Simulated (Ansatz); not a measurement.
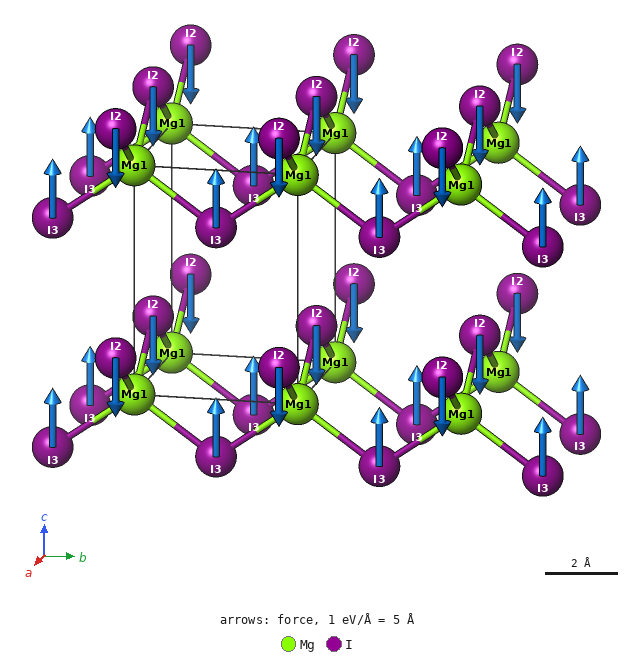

Starting geometry of solid MgI$_{2}$ (a generated structure, set up in P-4m2) with the computed forces as blue arrows. Style: ball-and-stick. Shown: the cell of the calculation, repeated 1 × 2 × 1 with one cell outlined, slightly off an axis.

All numbers below come from DFT PBE, scalar-relativistic, plane waves, PAW in Ansatz. Settings: plane-wave cutoff 420 eV; k-point mesh 6 × 6 × 4; occupations gaussian; smearing width 0.02 eV; no spin polarisation; cell and atoms relaxed; force threshold 0.01 eV/Å; at most 80 steps.

### What follows when this structure is relaxed?

It isn't relaxed: the largest force vector, on I atoms, is 0.34 eV/Å. The atoms end up moving mostly along the starting forces (cosine between the two patterns 1.00). After 6 accepted moves (7 points after the start) the energy has fallen by 33.6 meV per atom. Largest force component: 0.34 eV/Å at the start, 0.00079 eV/Å at the end. The pressure goes from −1.55 to 0.02 GPa. At 1 point the geometry stayed and the basis and grid were re-selected for the new cell (energy shift of 0.1 meV per atom at most each time). The largest moves relative to the cell, 0.14 Å, are those of I2 and I3. I3 goes along +c. Mg stays in place. Cell: a = b 4.673 → 4.401 Å (−5.8 %), c 6.608 → 7.289 Å (+10.3 %). Volume −2.1 %. Near-neighbour distances that change, for instance: Mg1–I2 2.862 → 2.769 Å. Bond angles that change, for instance: I2–Mg1–I2 109.5° → 105.2°, Mg1–I3–Mg1 109.5° → 105.2°, I2–Mg1–I3 109.5° → 111.6°. The space group stays P-4m2 (No. 115).
